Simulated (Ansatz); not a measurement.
# Single-point calculation, with input and output: TiCo3 (part 1 of 2)

- system: TiCo3 (Pm-3m, 4 atoms in the cell)
- method: DFT r2SCAN, scalar-relativistic, plane waves, PAW, spin-polarised (Ansatz 0.2.0)

The structure derives from an entry of the Crystallography Open Database. Figures and captions count atoms from 1; the log counts them from 0 in places.

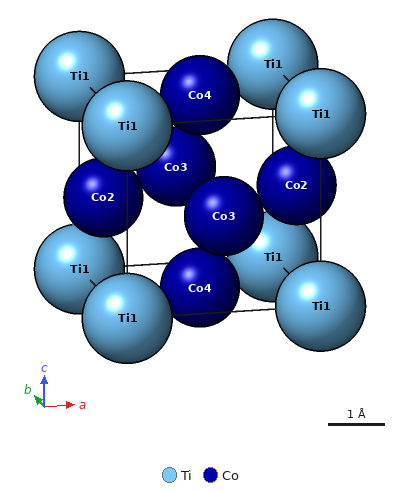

The structure (spheres-only view of the cell of the calculation, seen slightly off an axis; atoms are numbered from 1 in the order of the input). An atom can appear more than once, as a periodic image.

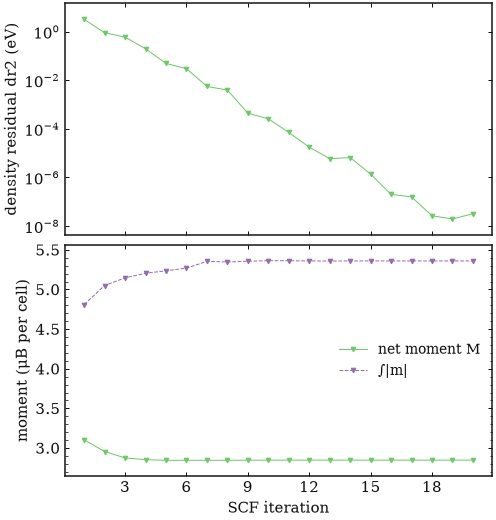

Convergence of the self-consistent field: density residual dr2 and magnetic moment against the SCF iteration. The residual falls almost steadily, with no more than small rises. The net moment goes from 3.1 to 2.8 μB per cell.

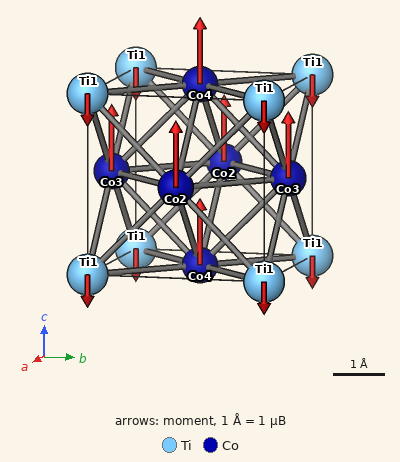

Magnetic moments of the sites as red arrows (ball-and-stick view of the cell of the calculation, seen slightly off an axis; atoms are numbered from 1 in the order of the input); small moments hardly show. The run is collinear, so the axis drawn is arbitrary. Site moments: all 3 Co atoms (1.35 μB); Ti1 (−0.68 μB). They are counted near the atoms and needn't add up to the moment of the cell.

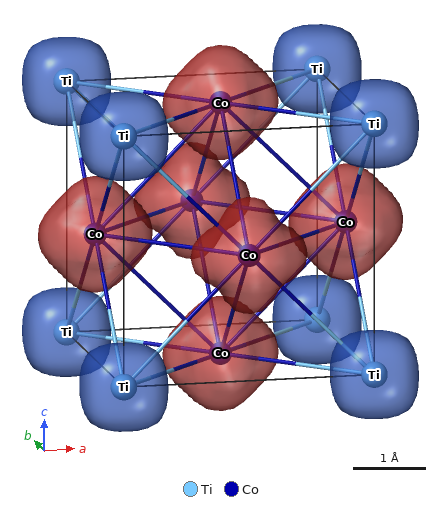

Isosurfaces of the magnetisation density (up minus down) at +0.15 (red) and −0.15 e/Å³ (blue), seen slightly off an axis. Sticks mark near contacts. The outline is the cell set on symmetry axes of the magnetic structure. The spin density sits on Ti: −0.7 μB; Co: +1.3 μB (×3) in one cell of 4 atoms: ferrimagnetic. The cell of the calculation (4 atoms) carries 2.8 μB net. Core electrons are frozen (PAW), so the fields are smoothed inside the atomic spheres.

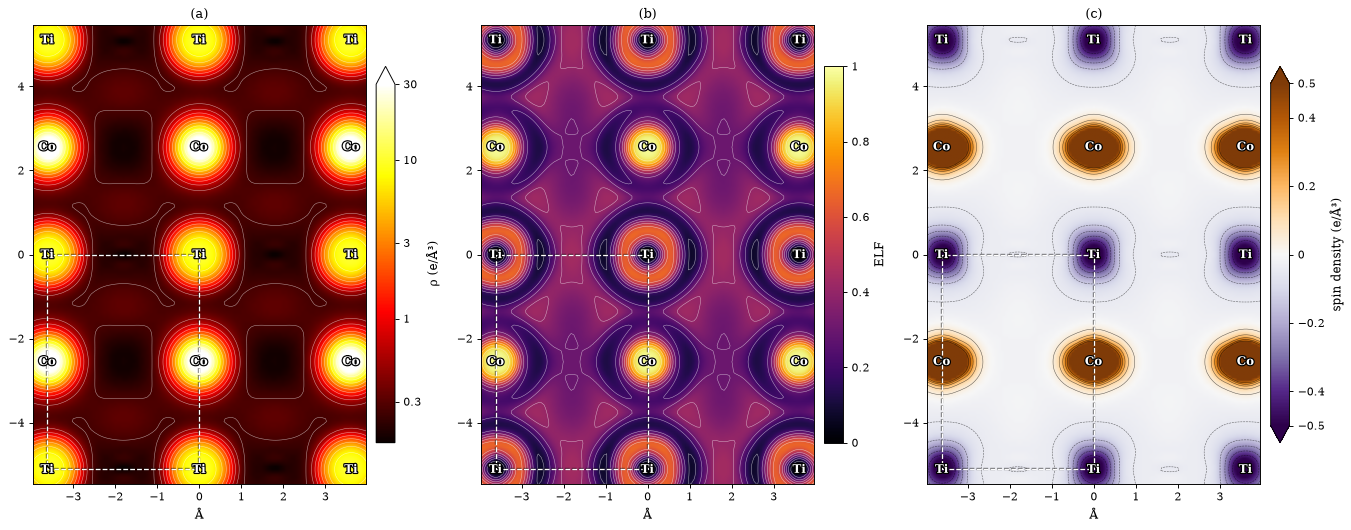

(a) valence electron density; (b) ELF; (c) magnetisation density (up minus down) on the (110) plane of the conventional cell of the magnetic structure. Ti–Co (2.56 Å): ρ is about 0.29 e/Å³ halfway; the ELF is about 0.25 at the midpoint; no localised pair between them. Away from the nuclei the density in this plane falls to 0.17 e/Å³ at its lowest. The strong features right at Ti and Co lie inside the PAW spheres (semicore, d or f shells) and say nothing about bonding. The spin density sits on Ti: −0.7 μB; Co: +1.3 μB (×3) in one cell of 4 atoms: ferrimagnetic. The cell of the calculation (4 atoms) carries 2.8 μB net.

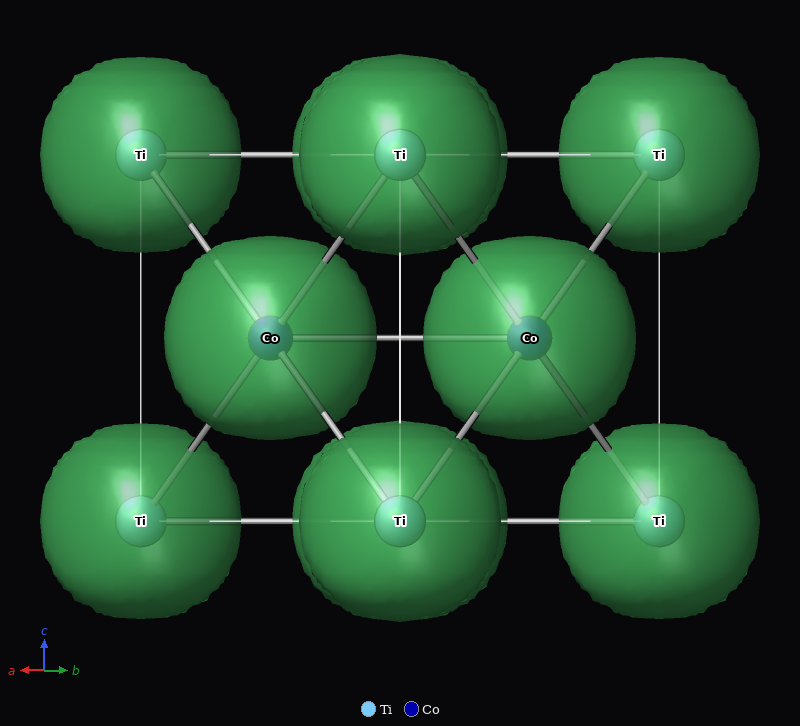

Isosurface of the valence pseudo-density at 0.4 e/Å³ (green), seen along [110]. Sticks mark near contacts. The outline is the cell set on symmetry axes of the magnetic structure. At this value the density breaks into separate islands; it holds about 85 % of the electrons treated as valence (semicore included). It is pinched off along the Ti–Co (2.56 Å) and Co–Co (2.56 Å) contacts. On the grid the lowest density along these lines, outside the cores, is 0.29 e/Å³ (Ti–Co, 2.56 Å) and 0.32 e/Å³ (Co–Co, 2.56 Å).

The input and output of the run follow.

Input:
```yaml
crystal:
  lattice:
    - [3.614, 0.0, 0.0]
    - [0.0, 3.614, 0.0]
    - [0.0, 0.0, 3.614]
  atoms:
    - { symbol: Ti, position: [0.0, 0.0, 0.0], spin: -0.76 }
    - { symbol: Co, position: [0.0, 0.5, 0.5], spin: 1.46 }
    - { symbol: Co, position: [0.5, 0.0, 0.5], spin: 1.46 }
    - { symbol: Co, position: [0.5, 0.5, 0.0], spin: 1.46 }
basis:
  ecutwfc: 500
kpoints:
  mp_grid: { grid: [12, 12, 12] }
hamiltonian:
  xc: r2scan
scf:
  occupations: { method: gaussian, width: 0.1 }
output:
  forces: true
  stress: true
  eigenvalues: true
  populations: true
  write_density: true
  write_potential: true
  elf: true
  volumetric_format: npy
magnetization:
  spin_polarized: true
```

Launch command:
```bash
ansatz run input.yaml --threads 1 --pin off --max-ram 2560MiB --backend cpu --events-out ev --progress --plain --runs-dir out
```

What the program printed:
```
Engine: ansatz 0.2.0, x86_64-unknown-linux-gnu
Pseudopotentials: kind: paw
Pseudopotential: Ti, paw, valence charge 12, recommended cutoff 500 eV (meta_gga), Ti.paw.azcp
Pseudopotential: Co, paw, valence charge 17, recommended cutoff 500 eV (meta_gga), Co.paw.azcp
Functional definition: r2SCAN
  parameter k0 = 0.174
  parameter k1 = 0.065
  parameter a1 = 4.9479
  exchange = r2scan_x(k0 = k0, k1 = k1, a1 = a1)
  correlation = r2scan_c
Crystal: 4 atoms, lattice volume = 47.202 Å³
Basis set: ecut = 500 eV, 1213 PW (Γ), exchange–correlation on 108×108×108 points (64 copies of the dense FFT grid, shifted against one another)
Bands: 41, of which v1, the nominal top of the filled ones, is band 32 counted from 1 (31 counted from 0)
Symmetry: 48 space group operations
Space group: Pm-3m (ITA 221), of the structure as read, at distance tolerance 3.6e-5 Å
Magnetic group: BNS 221.92 (UNI 1594), of the structure as read, at distance tolerance 3.6e-5 Å
k-points: 84 of 1728
Non-local potential: Ti, projectors of the file, l = 0: 3, l = 1: 2, l = 2: 3, l = 3: 1
Non-local potential: Co, projectors of the file, l = 0: 3, l = 1: 2, l = 2: 3, l = 3: 1
PAW form: soft (Blöchl's): semilocal exchange-correlation on the pseudo side does not see the compensation charge
PAW frozen core: Ti, regenerated for the run's functional (the file was generated under x = pbe(κ = 0.804, μ = 0.2195149727645171), c = pbe(β = 0.06672455060314922))
PAW frozen core: Co, regenerated for the run's functional (the file was generated under x = pbe(κ = 0.804, μ = 0.2195149727645171), c = pbe(β = 0.06672455060314922))
PAW one-centre angular grid: Ti, 590 points (default); XC on 160 Gauss nodes
PAW one-centre angular grid: Co, 590 points (default); XC on 160 Gauss nodes
Initial density: superposition of atomic densities (chi_scale 0.1, normalization cell)
Starting moments: Σ|m| = 5.14 μB on 4 of 4 sites
Initial wavefunctions: pseudopotential atomic-orbital guess
Functional: x = r2scan, c = r2scan; τ floored in thin density (d = 2e-4 eV/Å³)
```
